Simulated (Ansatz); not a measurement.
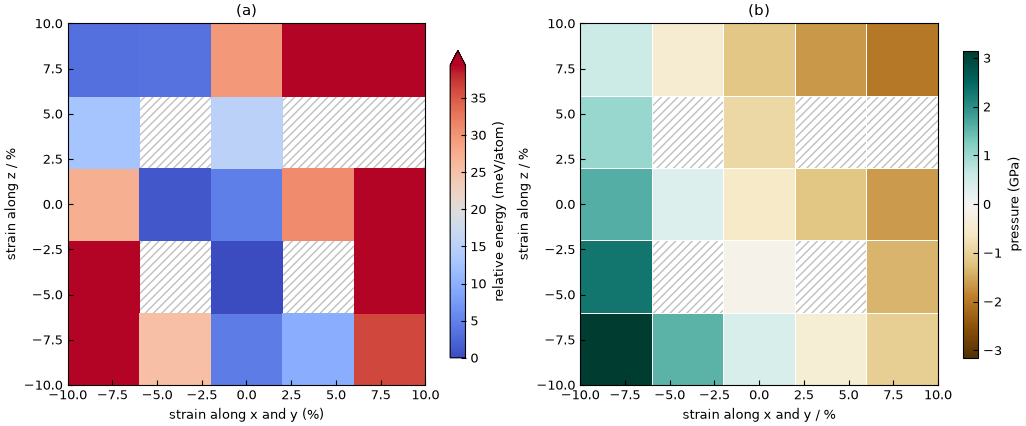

Sr (Im-3m, No. 229; 1 atom in the cell). The cell is strained homogeneously, by one strain along x and y and another along z, with fractional coordinates fixed (x, y and z along the cube axes). The first coordinate is: strain along x and y; the second: strain along z. Grid: 5 × 5 points. At 5 points there is no value. Points are written as (first, second). Energies: meV/atom, counted from the lowest grid point. The reference cell is the one listed in the database, not relaxed at this level. All numbers below come from Ansatz 0.2.0, DFT PBE, scalar-relativistic, plane waves, PAW. Settings: cutoff 420 eV, k-mesh 14×14×14, gaussian smearing 0.15 eV, no spin polarisation.

Panel (a) is the energy; panel (b) is the computed pressure, in GPa.

Drawn: one coloured cell a grid point, one colour for all values above the top of the scale, hatched blanks where no value was computed.

### How does the pressure vary over the map, and what is it at the lowest grid point?

It runs from −2.00 GPa at (8 %, 8 %) to 3.15 GPa at (−8 %, −8 %). At the lowest grid point, (0 %, −4 %), it is −0.14 GPa.

```
strain along z ↓, strain along x and y →    −8     −4      0      4      8
                                       8  0.55  −0.46  −1.17  −1.66  −2.00
                                       4  1.04      –  −0.90      –      –
                                       0  1.62   0.34  −0.57  −1.19  −1.65
                                      −4  2.31      –  −0.14      –  −1.39
                                      −8  3.15   1.56   0.41  −0.42  −1.04
```
